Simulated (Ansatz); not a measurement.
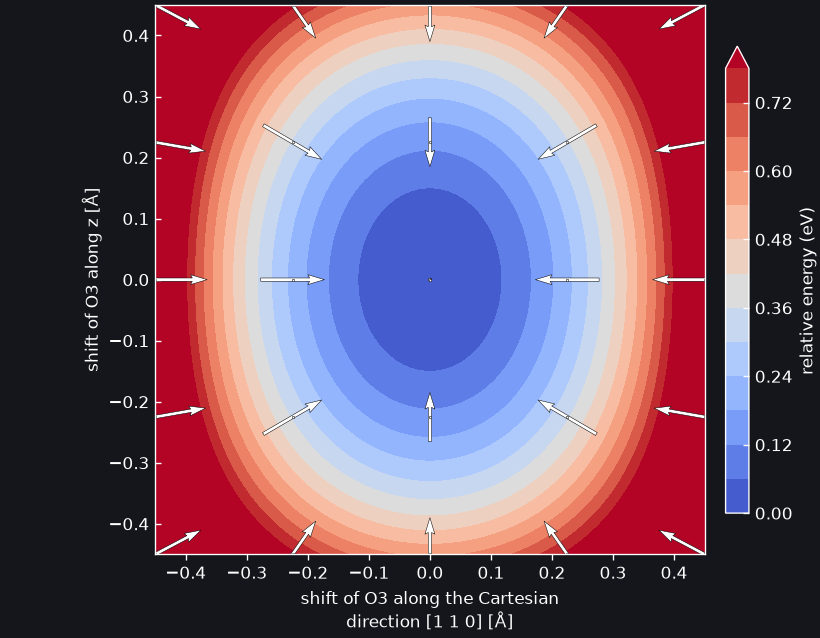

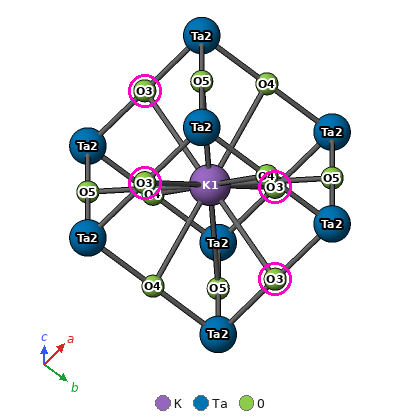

Energy landscape of KTaO3 (Pm-3m, No. 221; 5 atoms in the cell). Atom O3 is moved over a plane while all other atoms and the cell stay fixed (its periodic images move with it) (x, y and z along the cube axes). The first coordinate is: shift of O3 along the Cartesian direction [1 1 0]; the second: shift of O3 along z. The scan uses a 5 × 5 grid; 9 points were computed and 16 follow by symmetry. Points are written as (first, second). Energies: eV per cell, counted from the lowest grid point. The reference cell is the one listed in the database, not relaxed at this level. Theory: DFT r2SCAN, scalar-relativistic, plane waves, PAW in Ansatz 0.2.0. Settings: cutoff 500 eV, k-mesh 6×6×6, gaussian smearing 0.05 eV, no spin polarisation.

In the figure: filled contours, dots at the grid points, arrows along the force (downhill), their lengths compressed, one colour for all values above the top of the scale. Between grid points the surface is interpolated. The second picture is the structure at the lowest point

What does the map say about the system?

The lowest grid point is at (0.000 Å, 0.000 Å). No other kind of well shows on this grid. The highest grid point, (−0.450 Å, −0.450 Å), lies 1.55 eV above the lowest. Near the minimum the curvatures are about 5 and 7.6 eV/Å² along the soft and the stiff direction.
